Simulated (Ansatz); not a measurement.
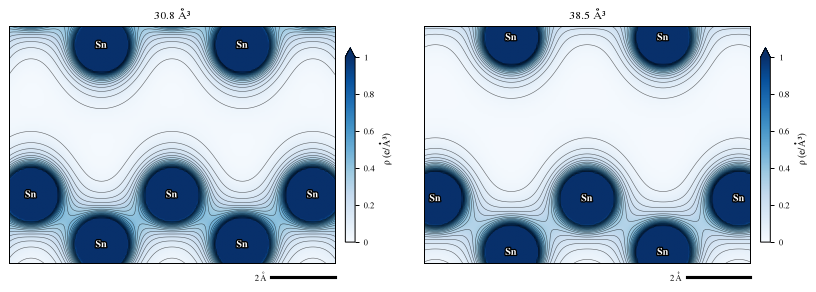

Sn. The valence electron density of cells scaled evenly to different volumes (given per atom above each panel), on the (11̄0) plane of each (indices in the axes of the cell below), at one length scale and on one colour scale.

These are results of DFT PBEsol, scalar-relativistic, plane waves, PAW (Ansatz), not measurements.

The largest cell:

```
CELL_PARAMETERS angstrom
0.00000 3.37573 3.37573
3.37573 0.00000 3.37573
3.37573 3.37573 0.00000
ATOMIC_POSITIONS crystal
Sn 0.00000 0.00000 0.00000
Sn 0.25000 0.25000 0.25000
```

| volume (Å³/atom) | Sn–Sn contact in the plane (Å) | ρ at its midpoint (e/Å³) | pressure (GPa) | 
| --- | --- | --- | --- |
| 30.77 | 2.714 | 0.417 | 7.2 | 
| 32.87 | 2.774 | ? | ? | 
| 38.47 | 2.923 | 0.311 | −3.1 | 

What values belong in the row with question marks?

Over the known rows ln ρ falls by 1.40 per Å of Sn–Sn distance (the line through the two), which gives 0.383 e/Å³ at 2.774 Å; the calculation gives 0.383 e/Å³. For the pressure, a straight line in volume between the neighbouring rows gives 4.4 GPa; the calculation gives 3.0, lower because pressure rises ever faster on compression.
